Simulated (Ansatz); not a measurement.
## Geometry relaxation of ZrS2

- system: ZrS2 (P-3m1, 3 atoms in the cell)
- method: DFT PBE, scalar-relativistic, plane waves, PAW, no spin polarisation (Ansatz 0.2.0)

The structure derives from a Materials Project entry.

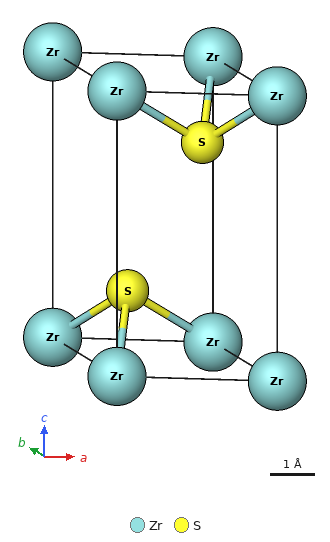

Figure 1. The structure as given in the input (ball-and-stick view of the cell of the calculation, seen slightly off an axis).

Summary:

- outcome: converged
- space group (tolerance 0.01 Å): P-3m1 (164)
- electrons treated: 24
- free energy: −5992.6537 eV
- Fermi energy: 5.579 eV
- gap on the k-point mesh: 1.14 eV
- pressure: 0.00 GPa
- final volume: 79.48 Å³
- largest force (length of the vector) at the end: 0.001 eV/Å
- final cell: a = 3.685 Å, b = 3.685 Å, c = 6.758 Å, α = 90.00°, β = 90.00°, γ = 120.00°
- hardware: 4 threads of Intel Xeon (Granite Rapids), 64 GiB of memory available, shared host
- wall time: 1.8 s (CPU time 6.2 s)
- peak memory: 0.49 GiB

The input:
```yaml
crystal:
  lattice:
    - [3.6852083116, 0.0, 0.0]
    - [-1.8426041558, 3.1914840161, 0.0]
    - [0.0, 0.0, 6.7579086874]
  atoms:
    - { symbol: Zr, position: [0.0, 0.0, 0.0] }
    - { symbol: S, position: [0.6666666667, 0.3333333333, 0.7856836291] }
    - { symbol: S, position: [0.3333333333, 0.6666666667, 0.2143163709] }
basis:
  ecutwfc: 420
kpoints:
  mp_grid: { grid: [12, 12, 4] }
hamiltonian:
  xc: pbe
scf:
  occupations: { method: gaussian, width: 0.02 }
output:
  forces: true
  stress: true
  eigenvalues: true
  write_density: true
  write_potential: true
  elf: true
  volumetric_format: npy
relax:
  adjacent_minimum: "off"
  f_tol: 0.005
  max_steps: 80
  cell: { stress_tol: 0.05 }
```

Command:
```bash
ansatz run input.yaml --threads 4 --pin off --max-ram 8192MiB --backend cpu --events-out ev --progress --plain --runs-dir out
```

What the program printed:
```
Engine: ansatz 0.2.0, x86_64-unknown-linux-gnu
Pseudopotentials: kind: paw
Pseudopotential: Zr, paw, valence charge 12, recommended cutoff 420 eV (normal), Zr.paw.azcp
Pseudopotential: S, paw, valence charge 6, recommended cutoff 420 eV (normal), S.paw.azcp
Functional definition: PBE
  parameter kappa = 0.804
  parameter beta = 0.06672455060314922
  exchange = pbe_x(kappa = kappa, mu = beta*pi^2/3)
  correlation = pbe_c(beta = beta)
Crystal: 3 atoms, lattice volume = 79.482 Å³
Basis set: ecut = 420 eV, 1547 PW (Γ), exchange–correlation on 50×50×96 points (8 copies of the dense FFT grid, shifted against one another)
Bands: 16, of which v1, the nominal top of the filled ones, is band 12 counted from 1 (11 counted from 0)
Symmetry: 12 space group operations
Space group: P-3m1 (ITA 164), of the structure as read, at distance tolerance 4.3e-5 Å
k-points: 69 of 576
Non-local potential: Zr, projectors of the file, l = 0: 3, l = 1: 2, l = 2: 2, l = 3: 2
Non-local potential: S, projectors of the file, l = 0: 2, l = 1: 2, l = 2: 2
PAW form: soft (Blöchl's): semilocal exchange-correlation on the pseudo side does not see the compensation charge
PAW one-centre angular grid: Zr, 590 points (default); XC on 64 Gauss nodes
PAW one-centre angular grid: S, 110 points (default); XC on 64 Gauss nodes
Initial density: superposition of atomic densities (neutral atoms: chi_scale 0, normalization atom), corrected by the library's trained network
Initial wavefunctions: pseudopotential atomic-orbital guess
Functional: x = pbe(κ = 0.804, μ = 0.2195149727645171), c = pbe(β = 0.06672455060314922)
SCF iter   1: F=—  HF=-5992.654066 eV  |F-HF|=—  |Δ(HF+E_count)|=         —  Δρ=1.24e-3  dr2=1.11e-3  ethr=1.77e-3  ⟨swp⟩=6.1  Hψ=6408  notcnv=0
preconditioner: auto → Resta (q_TF=auto, 2.235 Å⁻¹)  ε∞=5.7  [insulator: Δε(μ)=1.132 eV  Ē_g=7.694 eV  σ=0.020 eV  W_gap=1.00  n_scr=22 (ndim 8)  ℏωp=16.7 eV  f_vac=0.148  D(μ)=0.00/eV (n_scr^D=0)  ε∞_Penn≈5.7]
SCF iter   2: F=—  HF=-5992.653468 eV  |F-HF|=—  |Δ(HF+E_count)|=   5.98e-4  Δρ=6.90e-4  dr2=2.65e-4  ethr=4.60e-6  ⟨swp⟩=2.3  Hψ=2378  notcnv=0
SCF iter   3: F=—  HF=-5992.653692 eV  |F-HF|=—  |Δ(HF+E_count)|=   2.23e-4  Δρ=1.88e-4  dr2=9.87e-5  ethr=1.10e-6  ⟨swp⟩=2.1  Hψ=1611  notcnv=0
SCF iter   4: F=—  HF=-5992.653673 eV  |F-HF|=—  |Δ(HF+E_count)|=   1.84e-5  Δρ=5.95e-5  dr2=1.01e-5  ethr=4.11e-7  ⟨swp⟩=2.3  Hψ=1391  notcnv=0
SCF iter   5: F=—  HF=-5992.653681 eV  |F-HF|=—  |Δ(HF+E_count)|=   7.37e-6  Δρ=2.65e-5  dr2=8.84e-7  ethr=4.20e-8  ⟨swp⟩=2.0  Hψ=1521  notcnv=0
SCF iter   6: F=-5992.653682 eV  HF=-5992.653682 eV  |F-HF|=1.67e-8  |Δ(HF+E_count)|=   1.29e-6  Δρ=7.93e-6  dr2=9.18e-8  ethr=4.17e-10  ⟨swp⟩=7.8  Hψ=7530  notcnv=0
SCF 1 converged in 6 iterations: F = -5992.653682 eV  dr2 = 9.18e-8
  greatest PAW one-centre occupation: 0.995 electrons in one spin orbital (limit 2), on the Zr atom at site 0 (counted from 0), in its partial waves of l = 0
relax step   1: F+E_penalty+E_count = -5992.65368197 eV  Δ(F+E_penalty+E_count) = +0.000e0 eV  max|allowed force component| = 6.238e-4 eV/Å  Δτ_max = 0.0000 Å  P = +0.003 GPa  Ω = 79.482 Å³  (6 SCF iters, dr2 threshold 1.00e-7 eV, accepted)
Initial density: handed on by an earlier stage of this run
Initial wavefunctions: pseudopotential atomic-orbital guess (no wavefunctions were taken with the density)
iter 1 solved again at ethr=1.05e-7 eV; its pass at ethr=3.10e-3 eV (dr2=2.53e-5 eV) is discarded
SCF iter   1: F=—  HF=-5992.653706 eV  |F-HF|=—  |Δ(HF+E_count)|=         —  Δρ=7.91e-6  dr2=8.98e-8  ethr=1.05e-7  ⟨swp⟩=3.0  Hψ=9674  notcnv=0
preconditioner: auto → Resta (q_TF=auto, 2.235 Å⁻¹)  ε∞=5.7  [insulator: Δε(μ)=1.135 eV  Ē_g=7.693 eV  σ=0.020 eV  W_gap=1.00  n_scr=22 (ndim 8)  ℏωp=16.7 eV  f_vac=0.148  D(μ)=0.00/eV (n_scr^D=0)  ε∞_Penn≈5.7]
SCF iter   2: F=—  HF=-5992.653682 eV  |F-HF|=—  |Δ(HF+E_count)|=   2.44e-5  Δρ=4.36e-6  dr2=2.00e-8  ethr=3.74e-10  ⟨swp⟩=2.0  Hψ=1570  notcnv=0
SCF iter   3: F=—  HF=-5992.653682 eV  |F-HF|=—  |Δ(HF+E_count)|=   1.28e-8  Δρ=1.89e-6  dr2=4.88e-9  ethr=8.35e-11  ⟨swp⟩=2.2  Hψ=1575  notcnv=0
SCF iter   4: F=—  HF=-5992.653682 eV  |F-HF|=—  |Δ(HF+E_count)|=   4.49e-9  Δρ=5.51e-7  dr2=6.88e-10  ethr=2.03e-11  ⟨swp⟩=2.1  Hψ=1531  notcnv=0
SCF iter   5: F=-5992.653682 eV  HF=-5992.653682 eV  |F-HF|=3.27e-11  |Δ(HF+E_count)|=  6.87e-10  Δρ=1.31e-7  dr2=2.61e-11  ethr=1.00e-12  ⟨swp⟩=5.2  Hψ=5829  notcnv=0
SCF 2 converged in 5 iterations: F = -5992.653682 eV  dr2 = 2.61e-11
relax step   2: F+E_penalty+E_count = -5992.65368201 eV  Δ(F+E_penalty+E_count) = -4.338e-8 eV  max|allowed force component| = 6.831e-4 eV/Å  Δτ_max = 0.0000 Å  P = +0.004 GPa  Ω = 79.482 Å³  stress off target by 8.50e-3 GPa  SCF on the basis re-selected at this cell (its energy is not comparable with the rows above)  (5 SCF iters)
```

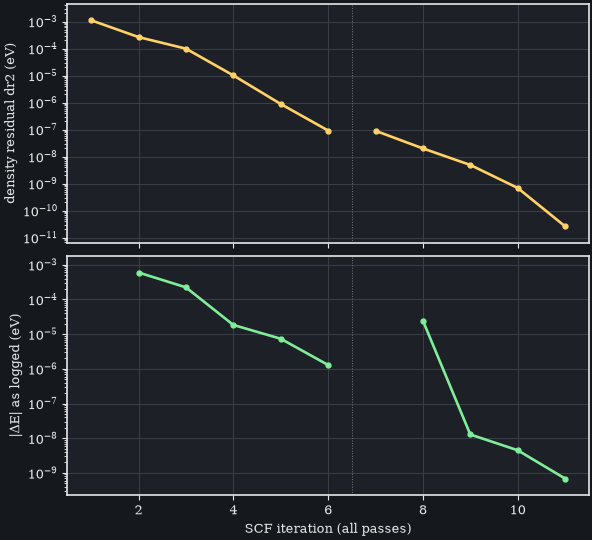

Figure 2. Convergence of the self-consistent field: density residual dr2 and size of the energy change against the SCF iteration. The dotted lines part the SCF passes of the relaxation: geometry steps, rejected trials and re-solves on a re-selected basis. The passes take 6 and 5 iterations.

```
basis re-selected at this cell: Δ(F+E_penalty+E_count) = -4.338e-8 eV, ΔP = +0.001 GPa vs the last step (what re-selecting the basis moved, of the pressure what is left beyond the Pulay correction that the steps carried, after the strain that the cell walked since its last selection, with what the two solves' SCF thresholds leave and, on support functions, any second-order correction that the steps lacked; it is no measure of the basis error at this ecutwfc). This SCF's stress stands 8.50e-3 GPa from its target on what of the cell is left free (relax.cell.stress_tol is 5.00e-2 GPa) and its largest allowed force component is 6.83e-4 eV/Å (relax.f_tol is 5.00e-3 eV/Å): within both
SCF converged after 5 iterations
Free energy (F): -5992.653682 eV
Harris-Foulkes:  -5992.653682 eV  (|F-HF|=3.27e-11)
Internal energy: -5992.653682 eV  (E = F + TS)
E sigma→0 (E₀):  -5992.653682 eV
Fermi energy:    5.578906 eV
--- Per-component energies (eV) ---
  E_band       = -210.454303
  E_kinetic    = 545.624269
  E_local      = -1709.945814  (includes V_loc(G=0)·N_el)
  E_nonlocal   = 134.501807
  E_hartree    = 637.438115
  E_xc         = -356.451356
  E_vxc        = -366.369136  (∫ρ·V_xc dr)
  E_paw        = -4153.775342  (= ΣΔE_a)
  E_vpaw       = -89.141820  (= ΣTr[D̂ρ^β])
  E_aug_tail   = 0.000027  (compensation charges beyond the density's cutoff)
  E_ewald      = -1090.045387
  E_smearing   = -0.000000  (= −TS)
  E_closure    = 0.000000  (closes the sum)
  Σ components = -5992.653682   (vs F -5992.653682, Δ=0.00e0)
--- Forces (eV/Å), atoms counted from 1 ---
  atom   1  Zr    -0.00000000     0.00000000     0.00000000
  atom   2  S      0.00000000    -0.00000000    -0.00068313
  atom   3  S      0.00000000     0.00000000     0.00068313
  max |Σ_I F_I| component: 9.25e-18 eV/Å
--- Stress (GPa, compression-positive) ---
        0.001545       0.000000       0.000000
        0.000000       0.001545      -0.000000
        0.000000      -0.000000       0.008498
  P = ⅓ Tr σ = 0.0039 GPa (0.039 kbar)
--- Band table (eV; the first three rows and the last of 69) ---
  k-point 0: bands = ["-43.8801", "-21.9337", "-21.7879", "-21.7879", "-7.3665", "-6.1611", "1.1714", "2.4005", "2.4005", "4.6136", "5.0113", "5.0113", "6.6982", "6.6982", "7.5143", "10.1902"]
  k-point 1: bands = ["-43.8801", "-21.9337", "-21.7879", "-21.7879", "-7.3433", "-6.1989", "1.3373", "2.4033", "2.4033", "4.2333", "5.0003", "5.0003", "6.6953", "6.6953", "7.6713", "10.2296"]
  k-point 2: bands = ["-43.8801", "-21.9337", "-21.7879", "-21.7879", "-7.3188", "-6.2379", "1.5368", "2.4060", "2.4060", "3.8560", "4.9894", "4.9894", "6.6924", "6.6924", "7.7840", "10.2698"]
  k-point 68: bands = ["-43.8601", "-21.9581", "-21.9581", "-21.8723", "-6.2035", "-6.2035", "1.8174", "1.8174", "2.0033", "3.2841", "3.2841", "3.4237", "7.4073", "8.1033", "8.1033", "10.4485"]
--- Relaxed structure (1 steps of the walk, 1 accepted, 1 SCFs on fresh bases) ---
  F+E_penalty+E_count = -5992.65368201 eV   max|allowed force component| = 6.831e-4 eV/Å   (the final SCF, on the basis selected at the relaxed cell)
  cell:  # Å, volume = 79.4817 Å³
    - [3.6852083116097227, 0.0, 0.0]
    - [-1.8426041558048614, 3.1914840160915796, 0.0]
    - [0.0, 0.0, 6.7579086874]
  atoms:
    - { symbol: Zr, position: [0.0, 0.0, 0.0] }
    - { symbol: S, position: [0.6666666666666666, 0.3333333333333333, 0.7856836291] }
    - { symbol: S, position: [0.3333333333333333, 0.6666666666666666, 0.2143163709] }
```

Trajectory as extended XYZ (Å, eV, eV/Å), 2 frames, from step=1 to step=2:
```
3
Lattice="3.6852 0.0000 0.0000 -1.8426 3.1915 0.0000 0.0000 0.0000 6.7579" Properties=species:S:1:pos:R:3:forces:R:3 step=1 energy=-5992.65368 pressure_GPa=0.00
Zr    0.0000    0.0000    0.0000    0.0000   0.0000   0.0000
S     1.8426    1.0638    5.3096    0.0000   0.0000  -0.0006
S     0.0000    2.1277    1.4483    0.0000   0.0000   0.0006
3
Lattice="3.6852 0.0000 0.0000 -1.8426 3.1915 0.0000 0.0000 0.0000 6.7579" Properties=species:S:1:pos:R:3:forces:R:3 step=2 energy=-5992.65368 pressure_GPa=0.00
Zr    0.0000    0.0000    0.0000    0.0000   0.0000   0.0000
S     1.8426    1.0638    5.3096    0.0000   0.0000  -0.0007
S     0.0000    2.1277    1.4483    0.0000   0.0000   0.0007
```

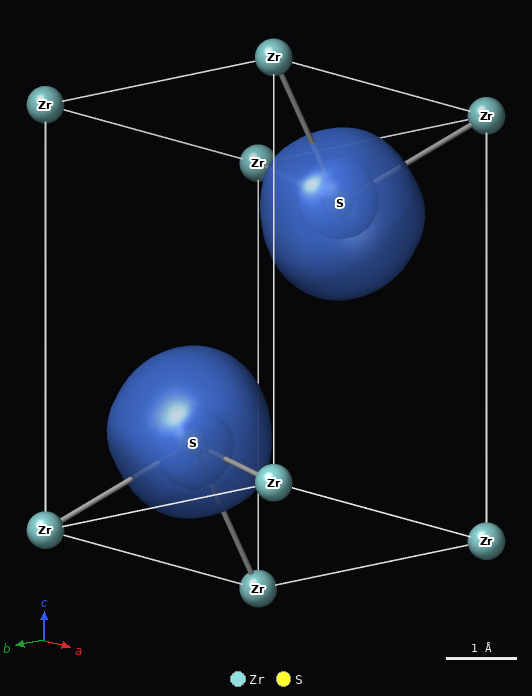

Figure 3. Isosurface of the ELF at 0.75 (blue), seen at an oblique angle. Core shells and regions of very low density are left out. Sticks mark near contacts. The outline is the cell set on symmetry axes. Values along the shortest contacts: Zr–S (2.57 Å): the ELF is about 0.40 at the midpoint. The fields are those of the smooth PAW valence density.

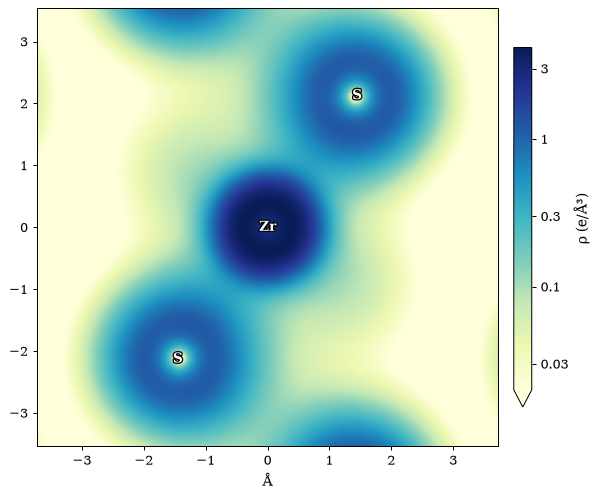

Figure 4. Valence pseudo-density on the (110) plane of the conventional cell. The section cuts through Zr and S sites. Zr–S (2.57 Å): the density is about 0.43 e/Å³ at the midpoint. Away from the nuclei the density in this plane falls to 0.003 e/Å³ at its lowest.
